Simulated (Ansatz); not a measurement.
**Beta-Sn (white tin) under LDA: how the k-point mesh moves the result**

A convergence test of the k-point mesh. The geometry was relaxed under LDA beforehand and stays fixed; 8 values are run, from 2×2×1 to 17×17×11. Wanted are the values from which on the energy stays within 10 and 1 meV/atom, and the pressure within 0.5 GPa, of the last run. Within the series other settings stay, but some runs also write fields, which adds to their time. Spin polarisation is left out.

Program: Ansatz 0.2.0. Level of theory: DFT LDA, plane waves with PAW, scalar-relativistic. These are calculated values, not measurements.

### 1 Starting point

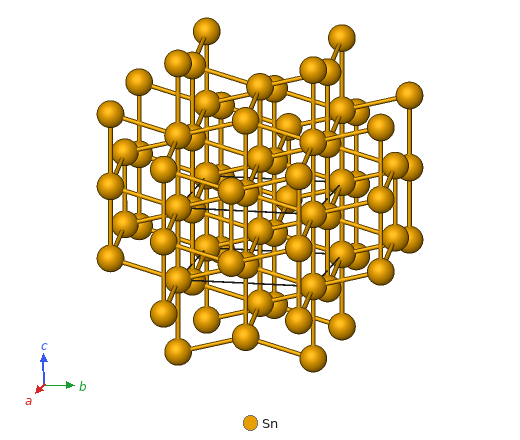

The structure, seen slightly off an axis (tin amber). 1×1×2 conventional cells are drawn; the run uses a primitive one. Any atoms on the faces are drawn again on the opposite ones, and bonded neighbours outside are added.

Structure file:

```
Sn
1.0
    -2.89942    2.90080    1.55817
     2.90080   -2.89942    1.55817
     2.89858    2.89858   -1.55564
Sn
2
Direct
  0.00002 0.99998 0.00000
  0.74998 0.25002 0.50000
```

### 2 With a k-mesh of 2×2×1

The run at 2×2×1.

Input file input.yaml:

```yaml
crystal:
  lattice:
    - [-2.8994216605, 2.9008009606, 1.5581694818]
    - [2.9008009606, -2.8994216605, 1.5581694818]
    - [2.8985835788, 2.8985835788, -1.5556411493]
  atoms:
    - { symbol: Sn, position: [1.64062e-05, 0.9999835938, 0.0] }
    - { symbol: Sn, position: [0.7499835938, 0.2500164062, 0.5] }
hamiltonian:
  xc: lda
  pseudopotentials:
    kind: paw
    azcp:
      Sn: "pseudopotentials/Sn.paw.azcp"
basis:
  ecutwfc: 420
  fft_grid_basis: typed
kpoints:
  mp_grid: { grid: [2, 2, 1], shift: [0, 0, 0] }
magnetization:
  spin_polarized: false
scf:
  occupations: { method: fermi_dirac, width: 0.1 }
  lower_state_search: "off"
output:
  stress: true
```

The run is started by

```bash
> ansatz run input.yaml --threads 2 --pin off --max-ram 5120MiB --backend cpu --events-out ev --progress --plain --runs-dir out
```

The program printed:

```text
Warning: <dir> the record states the generating functional pbe (its physics header spells it `PBE`), which answers neither for hamiltonian.xc's functional nor for the lda family's — results may be inconsistent (PPs are generated against a specific XC)
Warning: RAYON_NUM_THREADS=2 ignored (pool sized by the plan → 2); use --threads N
Engine: ansatz 0.2.0, x86_64-unknown-linux-gnu
Pseudopotentials: kind: paw
Pseudopotential: Sn, paw, valence charge 14, recommended cutoff 420 eV (normal), <dir>
Functional definition: SPW92
  exchange = slater_x
  correlation = pw_c
Crystal: 2 atoms, lattice volume = 52.406 Å³
Basis set: ecut = 420 eV, 1033 PW (Γ)
Bands: 18, of which v1, the nominal top of the filled ones, is band 14 counted from 1 (13 counted from 0)
Symmetry: 4 space group operations
Space group: C2/c (ITA 15), of the structure as read, at distance tolerance 3.7e-5 Å
k-points: 3 of 4
Non-local potential: Sn, projectors of the file, l = 0: 2, l = 1: 2, l = 2: 2, l = 3: 2
PAW form: soft (Blöchl's): semilocal exchange-correlation on the pseudo side does not see the compensation charge
PAW frozen core: Sn, regenerated for the run's functional, and the local potential with it (the file was generated under x = pbe(κ = 0.804, μ = 0.2195149727645171), c = pbe(β = 0.06672455060314922))
PAW one-centre angular grid: Sn, 590 points (default); XC on 64 Gauss nodes
Initial density: superposition of atomic densities (neutral atoms: chi_scale 0, normalization atom), corrected by the library's trained network
Initial wavefunctions: pseudopotential atomic-orbital guess
Functional: x = slater, c = lda
SCF iter   1: F=—  HF=-11758.169533 eV  |F-HF|=—  |Δ(HF+E_count)|=         —  Δρ=1.74e-2  dr2=1.94e-1  ethr=1.77e-3  ⟨swp⟩=5.7  Hψ=244  notcnv=0
preconditioner: auto → none  [insulator: Δε(μ)=1.659 eV  Ē_g=20.187 eV  σ=0.100 eV  W_gap=1.00  n_scr=16 (ndim 8)  ℏωp=27.1 eV  f_vac=0.000  D(μ)=0.00/eV (n_scr^D=0)  ε∞_Penn≈2.8]
SCF iter   2: F=—  HF=-11758.107803 eV  |F-HF|=—  |Δ(HF+E_count)|=   6.17e-2  Δρ=7.56e-3  dr2=3.11e-2  ethr=6.93e-4  ⟨swp⟩=2.0  Hψ=88  notcnv=0
SCF iter   3: F=—  HF=-11758.099813 eV  |F-HF|=—  |Δ(HF+E_count)|=   7.99e-3  Δρ=1.16e-3  dr2=1.29e-3  ethr=1.11e-4  ⟨swp⟩=2.7  Hψ=97  notcnv=0
SCF iter   4: F=—  HF=-11758.099359 eV  |F-HF|=—  |Δ(HF+E_count)|=   4.54e-4  Δρ=3.52e-4  dr2=7.60e-5  ethr=4.60e-6  ⟨swp⟩=2.0  Hψ=95  notcnv=0
SCF iter   5: F=—  HF=-11758.099362 eV  |F-HF|=—  |Δ(HF+E_count)|=   2.86e-6  Δρ=1.28e-4  dr2=7.35e-6  ethr=2.71e-7  ⟨swp⟩=2.0  Hψ=95  notcnv=0
SCF iter   6: F=—  HF=-11758.099359 eV  |F-HF|=—  |Δ(HF+E_count)|=   2.61e-6  Δρ=2.70e-5  dr2=3.61e-7  ethr=2.63e-8  ⟨swp⟩=2.0  Hψ=85  notcnv=0
SCF iter   7: F=-11758.099359 eV  HF=-11758.099359 eV  |F-HF|=2.21e-8  |Δ(HF+E_count)|=   3.47e-8  Δρ=6.97e-6  dr2=1.93e-8  ethr=3.57e-10  ⟨swp⟩=5.0  Hψ=198  notcnv=0
SCF 1 converged in 7 iterations: F = -11758.099359 eV  dr2 = 1.93e-8
SCF converged after 7 iterations
Free energy (F): -11758.099359 eV
Harris-Foulkes:  -11758.099359 eV  (|F-HF|=2.21e-8)
Internal energy: -11758.098973 eV  (E = F + TS)
E sigma→0 (E₀):  -11758.099166 eV
Entropy (-TS):   -0.000385 eV (-0.193 meV/atom)
Fermi energy:    10.646657 eV
--- Per-component energies (eV) ---
  E_band       = -151.150192
  E_kinetic    = 380.254985
  E_local      = -1669.902784  (includes V_loc(G=0)·N_el)
  E_nonlocal   = -56.287046
  E_hartree    = 1050.595228
  E_xc         = -760.896935
  E_vxc        = -200.583532  (∫ρ·V_xc dr)
  E_paw        = -7986.830324  (= ΣΔE_a)
  E_vpaw       = -705.814683  (= ΣTr[D̂ρ^β])
  E_aug_tail   = -0.000001  (compensation charges beyond the density's cutoff)
  E_ewald      = -2715.881892
  E_core_change = 0.849796  (= ΣΔE_core)
  E_smearing   = -0.000385  (= −TS)
  E_closure    = 0.000000  (closes the sum)
  Σ components = -11758.099359   (vs F -11758.099359, Δ=0.00e0)
--- Stress (GPa, compression-positive) ---
        8.454631      -6.364067      -6.566864
       -6.364067       8.454631      -6.566864
       -6.566864      -6.566864       6.812419
  P = ⅓ Tr σ = 7.9072 GPa (79.072 kbar)
```

Run time: 0.31 s. Hardware: 2 threads of Intel Xeon 6975P-C (Granite Rapids), shared host; peak memory 0.31 GiB.

### 3 With a k-mesh of 3×3×2

The run at 3×3×2.

input.yaml: that of step 2 with these lines changed.

```diff
@@ -18,3 +18,3 @@
 kpoints:
-  mp_grid: { grid: [2, 2, 1], shift: [0, 0, 0] }
+  mp_grid: { grid: [3, 3, 2], shift: [0, 0, 0] }
 magnetization:
```

The run is started by

```bash
> ansatz run input.yaml --threads 2 --pin off --max-ram 5120MiB --backend cpu --events-out ev --progress --plain --runs-dir out
```

The program printed:

```text
Warning: <dir> the record states the generating functional pbe (its physics header spells it `PBE`), which answers neither for hamiltonian.xc's functional nor for the lda family's — results may be inconsistent (PPs are generated against a specific XC)
Warning: RAYON_NUM_THREADS=2 ignored (pool sized by the plan → 2); use --threads N
[... 6 set-up lines as earlier in the session ...]
Crystal: 2 atoms, lattice volume = 52.406 Å³
Basis set: ecut = 420 eV, 1033 PW (Γ)
Bands: 18, of which v1, the nominal top of the filled ones, is band 14 counted from 1 (13 counted from 0)
[... 2 set-up lines as earlier in the session ...]
k-points: 8 of 18
[... 7 set-up lines as earlier in the session ...]
SCF iter   1: F=—  HF=-11758.817242 eV  |F-HF|=—  |Δ(HF+E_count)|=         —  Δρ=5.94e-3  dr2=1.16e-2  ethr=1.77e-3  ⟨swp⟩=5.8  Hψ=714  notcnv=0
preconditioner: auto → none  [insulator: Δε(μ)=0.721 eV  Ē_g=20.283 eV  σ=0.100 eV  W_gap=0.64  n_scr=16 (ndim 8)  ℏωp=27.1 eV  f_vac=0.000  D(μ)=1.69/eV (n_scr^D=16)  ε∞_Penn≈2.8]
SCF iter   2: F=—  HF=-11758.809033 eV  |F-HF|=—  |Δ(HF+E_count)|=   8.21e-3  Δρ=1.95e-3  dr2=1.27e-3  ethr=4.14e-5  ⟨swp⟩=2.5  Hψ=323  notcnv=0
SCF iter   3: F=—  HF=-11758.808691 eV  |F-HF|=—  |Δ(HF+E_count)|=   3.42e-4  Δρ=4.78e-4  dr2=1.62e-4  ethr=4.53e-6  ⟨swp⟩=2.0  Hψ=224  notcnv=0
SCF iter   4: F=—  HF=-11758.808660 eV  |F-HF|=—  |Δ(HF+E_count)|=   3.10e-5  Δρ=1.78e-4  dr2=2.58e-5  ethr=5.80e-7  ⟨swp⟩=2.0  Hψ=255  notcnv=0
SCF iter   5: F=—  HF=-11758.808656 eV  |F-HF|=—  |Δ(HF+E_count)|=   4.19e-6  Δρ=3.73e-5  dr2=6.01e-7  ethr=9.22e-8  ⟨swp⟩=2.9  Hψ=260  notcnv=0
SCF iter   6: F=-11758.808656 eV  HF=-11758.808656 eV  |F-HF|=1.61e-8  |Δ(HF+E_count)|=   1.42e-8  Δρ=6.69e-6  dr2=1.86e-8  ethr=3.57e-10  ⟨swp⟩=4.9  Hψ=544  notcnv=0
SCF 1 converged in 6 iterations: F = -11758.808656 eV  dr2 = 1.86e-8
SCF converged after 6 iterations
Free energy (F): -11758.808656 eV
Harris-Foulkes:  -11758.808656 eV  (|F-HF|=1.61e-8)
Internal energy: -11758.753442 eV  (E = F + TS)
E sigma→0 (E₀):  -11758.781049 eV
Entropy (-TS):   -0.055214 eV (-27.607 meV/atom)
Fermi energy:    11.062051 eV
--- Per-component energies (eV) ---
  E_band       = -158.528071
  E_kinetic    = 376.882843
  E_local      = -1661.518205  (includes V_loc(G=0)·N_el)
  E_nonlocal   = -55.792414
  E_hartree    = 1045.553496
  E_xc         = -758.341545
  E_vxc        = -197.693576  (∫ρ·V_xc dr)
  E_paw        = -7990.505520  (= ΣΔE_a)
  E_vpaw       = -711.507316  (= ΣTr[D̂ρ^β])
  E_aug_tail   = -0.000001  (compensation charges beyond the density's cutoff)
  E_ewald      = -2715.881892
  E_core_change = 0.849796  (= ΣΔE_core)
  E_smearing   = -0.055214  (= −TS)
  E_closure    = 0.000000  (closes the sum)
  Σ components = -11758.808656   (vs F -11758.808656, Δ=0.00e0)
--- Stress (GPa, compression-positive) ---
       -4.052709       3.760587      -1.139832
        3.760587      -4.052709      -1.139832
       -1.139832      -1.139832       5.206490
  P = ⅓ Tr σ = -0.9663 GPa (-9.663 kbar)
```

Run time: 0.35 s. Hardware: 2 threads of Intel Xeon 6975P-C (Granite Rapids), shared host; peak memory 0.33 GiB.

### 4 With a k-mesh of 4×4×3

The run at 4×4×3.

input.yaml: that of step 3 with these lines changed.

```diff
@@ -18,3 +18,3 @@
 kpoints:
-  mp_grid: { grid: [3, 3, 2], shift: [0, 0, 0] }
+  mp_grid: { grid: [4, 4, 3], shift: [0, 0, 0] }
 magnetization:
```

The run is started by

```bash
> ansatz run input.yaml --threads 2 --pin off --max-ram 5120MiB --backend cpu --events-out ev --progress --plain --runs-dir out
```

The program printed:

```text
Warning: <dir> the record states the generating functional pbe (its physics header spells it `PBE`), which answers neither for hamiltonian.xc's functional nor for the lda family's — results may be inconsistent (PPs are generated against a specific XC)
Warning: RAYON_NUM_THREADS=2 ignored (pool sized by the plan → 2); use --threads N
[... 6 set-up lines as earlier in the session ...]
Crystal: 2 atoms, lattice volume = 52.406 Å³
Basis set: ecut = 420 eV, 1033 PW (Γ)
Bands: 18, of which v1, the nominal top of the filled ones, is band 14 counted from 1 (13 counted from 0)
[... 2 set-up lines as earlier in the session ...]
k-points: 17 of 48
[... 7 set-up lines as earlier in the session ...]
SCF iter   1: F=—  HF=-11758.953430 eV  |F-HF|=—  |Δ(HF+E_count)|=         —  Δρ=7.21e-3  dr2=1.37e-2  ethr=1.77e-3  ⟨swp⟩=5.6  Hψ=1548  notcnv=0
preconditioner: auto → Kerker (q_TF=auto, 2.458 Å⁻¹)  [metal: Δε(μ)=0.215 eV  Ē_g=20.253 eV  σ=0.100 eV  W_gap=0.49  n_scr=16 (ndim 8)  ℏωp=27.1 eV  f_vac=0.000  D(μ)=1.04/eV (n_scr^D=4)]
SCF iter   2: F=—  HF=-11758.947267 eV  |F-HF|=—  |Δ(HF+E_count)|=   6.16e-3  Δρ=3.84e-3  dr2=4.27e-3  ethr=4.90e-5  ⟨swp⟩=1.7  Hψ=497  notcnv=0
SCF iter   3: F=—  HF=-11758.945878 eV  |F-HF|=—  |Δ(HF+E_count)|=   1.39e-3  Δρ=5.62e-4  dr2=2.31e-4  ethr=1.53e-5  ⟨swp⟩=2.0  Hψ=476  notcnv=0
SCF iter   4: F=—  HF=-11758.945827 eV  |F-HF|=—  |Δ(HF+E_count)|=   5.12e-5  Δρ=2.64e-4  dr2=1.97e-5  ethr=8.26e-7  ⟨swp⟩=2.0  Hψ=545  notcnv=0
SCF iter   5: F=—  HF=-11758.945811 eV  |F-HF|=—  |Δ(HF+E_count)|=   1.57e-5  Δρ=1.03e-4  dr2=3.96e-6  ethr=7.02e-8  ⟨swp⟩=2.0  Hψ=545  notcnv=0
SCF iter   6: F=—  HF=-11758.945809 eV  |F-HF|=—  |Δ(HF+E_count)|=   2.05e-6  Δρ=3.60e-5  dr2=5.07e-7  ethr=1.41e-8  ⟨swp⟩=2.0  Hψ=476  notcnv=0
SCF iter   7: F=-11758.945809 eV  HF=-11758.945809 eV  |F-HF|=2.31e-9  |Δ(HF+E_count)|=   2.76e-7  Δρ=2.37e-6  dr2=2.90e-9  ethr=3.57e-10  ⟨swp⟩=5.0  Hψ=1163  notcnv=0
SCF 1 converged in 7 iterations: F = -11758.945809 eV  dr2 = 2.90e-9
SCF converged after 7 iterations
Free energy (F): -11758.945809 eV
Harris-Foulkes:  -11758.945809 eV  (|F-HF|=2.31e-9)
Internal energy: -11758.909005 eV  (E = F + TS)
E sigma→0 (E₀):  -11758.927407 eV
Entropy (-TS):   -0.036803 eV (-18.402 meV/atom)
Fermi energy:    11.015009 eV
--- Per-component energies (eV) ---
  E_band       = -157.804903
  E_kinetic    = 377.058548
  E_local      = -1662.394593  (includes V_loc(G=0)·N_el)
  E_nonlocal   = -56.041425
  E_hartree    = 1045.630925
  E_xc         = -759.056027
  E_vxc        = -198.465599  (∫ρ·V_xc dr)
  E_paw        = -7989.074336  (= ΣΔE_a)
  E_vpaw       = -709.223482  (= ΣTr[D̂ρ^β])
  E_aug_tail   = -0.000001  (compensation charges beyond the density's cutoff)
  E_ewald      = -2715.881892
  E_core_change = 0.849796  (= ΣΔE_core)
  E_smearing   = -0.036803  (= −TS)
  E_closure    = -0.000000  (closes the sum)
  Σ components = -11758.945809   (vs F -11758.945809, Δ=0.00e0)
--- Stress (GPa, compression-positive) ---
       -0.276694      -0.186791       0.351368
       -0.186791      -0.276694       0.351368
        0.351368       0.351368       1.859021
  P = ⅓ Tr σ = 0.4352 GPa (4.352 kbar)
```

Run time: 0.56 s. Hardware: 2 threads of Intel Xeon 6975P-C (Granite Rapids), shared host; peak memory 0.34 GiB.

### 5 With a k-mesh of 6×6×4

The run at 6×6×4.

input.yaml: that of step 4 with these lines changed.

```diff
@@ -18,3 +18,3 @@
 kpoints:
-  mp_grid: { grid: [4, 4, 3], shift: [0, 0, 0] }
+  mp_grid: { grid: [6, 6, 4], shift: [0, 0, 0] }
 magnetization:
```

The run is started by

```bash
> ansatz run input.yaml --threads 2 --pin off --max-ram 5120MiB --backend cpu --events-out ev --progress --plain --runs-dir out
```

The program printed:

```text
Warning: <dir> the record states the generating functional pbe (its physics header spells it `PBE`), which answers neither for hamiltonian.xc's functional nor for the lda family's — results may be inconsistent (PPs are generated against a specific XC)
Warning: RAYON_NUM_THREADS=2 ignored (pool sized by the plan → 2); use --threads N
[... 6 set-up lines as earlier in the session ...]
Crystal: 2 atoms, lattice volume = 52.406 Å³
Basis set: ecut = 420 eV, 1033 PW (Γ)
Bands: 18, of which v1, the nominal top of the filled ones, is band 14 counted from 1 (13 counted from 0)
[... 2 set-up lines as earlier in the session ...]
k-points: 47 of 144
[... 7 set-up lines as earlier in the session ...]
SCF iter   1: F=—  HF=-11759.115564 eV  |F-HF|=—  |Δ(HF+E_count)|=         —  Δρ=6.82e-3  dr2=1.08e-2  ethr=1.77e-3  ⟨swp⟩=5.7  Hψ=4265  notcnv=0
preconditioner: auto → Kerker (q_TF=auto, 2.458 Å⁻¹)  [metal: Δε(μ)=0.096 eV  Ē_g=20.258 eV  σ=0.100 eV  W_gap=0.24  n_scr=16 (ndim 8)  ℏωp=27.1 eV  f_vac=0.000  D(μ)=0.92/eV (n_scr^D=4)]
SCF iter   2: F=—  HF=-11759.109585 eV  |F-HF|=—  |Δ(HF+E_count)|=   5.98e-3  Δρ=3.60e-3  dr2=3.13e-3  ethr=3.87e-5  ⟨swp⟩=1.6  Hψ=1324  notcnv=0
SCF iter   3: F=—  HF=-11759.108520 eV  |F-HF|=—  |Δ(HF+E_count)|=   1.07e-3  Δρ=4.79e-4  dr2=1.68e-4  ethr=1.12e-5  ⟨swp⟩=2.0  Hψ=1316  notcnv=0
SCF iter   4: F=—  HF=-11759.108477 eV  |F-HF|=—  |Δ(HF+E_count)|=   4.25e-5  Δρ=3.57e-4  dr2=3.26e-5  ethr=6.00e-7  ⟨swp⟩=2.0  Hψ=1506  notcnv=0
SCF iter   5: F=—  HF=-11759.108452 eV  |F-HF|=—  |Δ(HF+E_count)|=   2.49e-5  Δρ=7.69e-5  dr2=3.58e-6  ethr=1.17e-7  ⟨swp⟩=2.0  Hψ=1502  notcnv=0
SCF iter   6: F=—  HF=-11759.108451 eV  |F-HF|=—  |Δ(HF+E_count)|=   1.07e-6  Δρ=5.09e-5  dr2=1.19e-6  ethr=1.28e-8  ⟨swp⟩=1.8  Hψ=1340  notcnv=0
SCF iter   7: F=-11759.108451 eV  HF=-11759.108451 eV  |F-HF|=3.12e-8  |Δ(HF+E_count)|=   6.75e-7  Δρ=7.52e-6  dr2=2.73e-8  ethr=3.57e-10  ⟨swp⟩=3.4  Hψ=3800  notcnv=0
SCF 1 converged in 7 iterations: F = -11759.108451 eV  dr2 = 2.73e-8
SCF converged after 7 iterations
Free energy (F): -11759.108451 eV
Harris-Foulkes:  -11759.108451 eV  (|F-HF|=3.12e-8)
Internal energy: -11759.078369 eV  (E = F + TS)
E sigma→0 (E₀):  -11759.093410 eV
Entropy (-TS):   -0.030082 eV (-15.041 meV/atom)
Fermi energy:    11.015325 eV
--- Per-component energies (eV) ---
  E_band       = -157.946322
  E_kinetic    = 376.932153
  E_local      = -1662.496847  (includes V_loc(G=0)·N_el)
  E_nonlocal   = -56.026502
  E_hartree    = 1045.780676
  E_xc         = -758.992640
  E_vxc        = -198.401772  (∫ρ·V_xc dr)
  E_paw        = -7989.243114  (= ΣΔE_a)
  E_vpaw       = -709.504812  (= ΣTr[D̂ρ^β])
  E_aug_tail   = -0.000001  (compensation charges beyond the density's cutoff)
  E_ewald      = -2715.881892
  E_core_change = 0.849796  (= ΣΔE_core)
  E_smearing   = -0.030082  (= −TS)
  E_closure    = -0.000000  (closes the sum)
  Σ components = -11759.108451   (vs F -11759.108451, Δ=0.00e0)
--- Stress (GPa, compression-positive) ---
        0.190036       0.318185       0.466963
        0.318185       0.190036       0.466963
        0.466963       0.466963      -0.614049
  P = ⅓ Tr σ = -0.0780 GPa (-0.780 kbar)
```

Run time: 1.1 s. Hardware: 2 threads of Intel Xeon 6975P-C (Granite Rapids), shared host; peak memory 0.35 GiB.

### 6 With a k-mesh of 7×7×5

The run at 7×7×5.

input.yaml: that of step 5 with these lines changed.

```diff
@@ -18,3 +18,3 @@
 kpoints:
-  mp_grid: { grid: [6, 6, 4], shift: [0, 0, 0] }
+  mp_grid: { grid: [7, 7, 5], shift: [0, 0, 0] }
 magnetization:
@@ -26 +26,5 @@
   stress: true
+  write_density: true
+  write_potential: true
+  elf: true
+  volumetric_format: npy
```

The run is started by

```bash
> ansatz run input.yaml --threads 2 --pin off --max-ram 5120MiB --backend cpu --events-out ev --progress --plain --runs-dir out
```

The program printed:

```text
Warning: <dir> the record states the generating functional pbe (its physics header spells it `PBE`), which answers neither for hamiltonian.xc's functional nor for the lda family's — results may be inconsistent (PPs are generated against a specific XC)
Warning: RAYON_NUM_THREADS=2 ignored (pool sized by the plan → 2); use --threads N
[... 6 set-up lines as earlier in the session ...]
Crystal: 2 atoms, lattice volume = 52.406 Å³
Basis set: ecut = 420 eV, 1033 PW (Γ)
Bands: 18, of which v1, the nominal top of the filled ones, is band 14 counted from 1 (13 counted from 0)
[... 2 set-up lines as earlier in the session ...]
k-points: 72 of 245
[... 7 set-up lines as earlier in the session ...]
SCF iter   1: F=—  HF=-11759.102187 eV  |F-HF|=—  |Δ(HF+E_count)|=         —  Δρ=6.74e-3  dr2=1.06e-2  ethr=1.77e-3  ⟨swp⟩=5.4  Hψ=6423  notcnv=0
preconditioner: auto → Kerker (q_TF=auto, 2.458 Å⁻¹)  [metal: Δε(μ)=0.010 eV  Ē_g=20.253 eV  σ=0.100 eV  W_gap=0.03  n_scr=16 (ndim 8)  ℏωp=27.1 eV  f_vac=0.000  D(μ)=1.08/eV (n_scr^D=4)]
SCF iter   2: F=—  HF=-11759.096191 eV  |F-HF|=—  |Δ(HF+E_count)|=   6.00e-3  Δρ=3.54e-3  dr2=3.03e-3  ethr=3.79e-5  ⟨swp⟩=1.6  Hψ=2031  notcnv=0
SCF iter   3: F=—  HF=-11759.095141 eV  |F-HF|=—  |Δ(HF+E_count)|=   1.05e-3  Δρ=4.65e-4  dr2=1.60e-4  ethr=1.08e-5  ⟨swp⟩=2.0  Hψ=2016  notcnv=0
SCF iter   4: F=—  HF=-11759.095100 eV  |F-HF|=—  |Δ(HF+E_count)|=   4.14e-5  Δρ=3.57e-4  dr2=3.29e-5  ethr=5.72e-7  ⟨swp⟩=2.0  Hψ=2309  notcnv=0
SCF iter   5: F=—  HF=-11759.095075 eV  |F-HF|=—  |Δ(HF+E_count)|=   2.45e-5  Δρ=6.74e-5  dr2=3.14e-6  ethr=1.18e-7  ⟨swp⟩=2.0  Hψ=2303  notcnv=0
SCF iter   6: F=—  HF=-11759.095075 eV  |F-HF|=—  |Δ(HF+E_count)|=   7.50e-7  Δρ=5.30e-5  dr2=1.28e-6  ethr=1.12e-8  ⟨swp⟩=1.4  Hψ=1674  notcnv=0
SCF iter   7: F=-11759.095074 eV  HF=-11759.095074 eV  |F-HF|=2.20e-8  |Δ(HF+E_count)|=   7.28e-7  Δρ=6.42e-6  dr2=2.15e-8  ethr=3.57e-10  ⟨swp⟩=7.3  Hψ=8529  notcnv=0
SCF 1 converged in 7 iterations: F = -11759.095074 eV  dr2 = 2.15e-8
SCF converged after 7 iterations
Free energy (F): -11759.095074 eV
Harris-Foulkes:  -11759.095074 eV  (|F-HF|=2.20e-8)
Internal energy: -11759.060456 eV  (E = F + TS)
E sigma→0 (E₀):  -11759.077765 eV
Entropy (-TS):   -0.034618 eV (-17.309 meV/atom)
Fermi energy:    10.825477 eV
--- Per-component energies (eV) ---
  E_band       = -157.974200
  E_kinetic    = 376.922879
  E_local      = -1662.432493  (includes V_loc(G=0)·N_el)
  E_nonlocal   = -56.019732
  E_hartree    = 1045.749340
  E_xc         = -758.968299
  E_vxc        = -198.374664  (∫ρ·V_xc dr)
  E_paw        = -7989.280054  (= ΣΔE_a)
  E_vpaw       = -709.560377  (= ΣTr[D̂ρ^β])
  E_aug_tail   = -0.000001  (compensation charges beyond the density's cutoff)
  E_ewald      = -2715.881892
  E_core_change = 0.849796  (= ΣΔE_core)
  E_smearing   = -0.034618  (= −TS)
  E_closure    = -0.000000  (closes the sum)
  Σ components = -11759.095074   (vs F -11759.095074, Δ=0.00e0)
--- Stress (GPa, compression-positive) ---
       -0.509710      -0.427889       0.227057
       -0.427889      -0.509710       0.227057
        0.227057       0.227057       0.678382
  P = ⅓ Tr σ = -0.1137 GPa (-1.137 kbar)
--- Band table (eV; the first three rows and the last of 72) ---
  k-point 0: bands = ["-10.6671", "-10.5866", "-10.5296", "-10.5280", "-10.3403", "-10.3392", "-10.3296", "-10.3286", "-10.2415", "-10.1244", "-0.5044", "7.1168", "8.8109", "8.8146", "13.9160", "17.1419", "17.1442", "18.1456"]
  k-point 1: bands = ["-10.6307", "-10.5907", "-10.5462", "-10.4992", "-10.3588", "-10.3246", "-10.3221", "-10.3174", "-10.2623", "-10.1594", "-0.1376", "5.1345", "9.2502", "10.1753", "15.0873", "15.5336", "15.5768", "17.8100"]
  k-point 2: bands = ["-10.5918", "-10.5760", "-10.5354", "-10.4258", "-10.4241", "-10.3427", "-10.3029", "-10.2937", "-10.2837", "-10.2293", "0.9606", "2.7620", "10.5289", "11.6191", "12.5402", "13.3763", "17.3196", "17.3698"]
  k-point 71: bands = ["-10.5986", "-10.5949", "-10.4245", "-10.3783", "-10.3754", "-10.3561", "-10.3341", "-10.3224", "-10.3104", "-10.3094", "2.4939", "3.2537", "6.1110", "6.8876", "16.4048", "16.4255", "18.9406", "19.8929"]
```

Wall time 1.7 s (2 threads of Intel Xeon 6975P-C (Granite Rapids), shared host); peak memory 0.41 GiB.

(Part 1 of 2 ends here.)
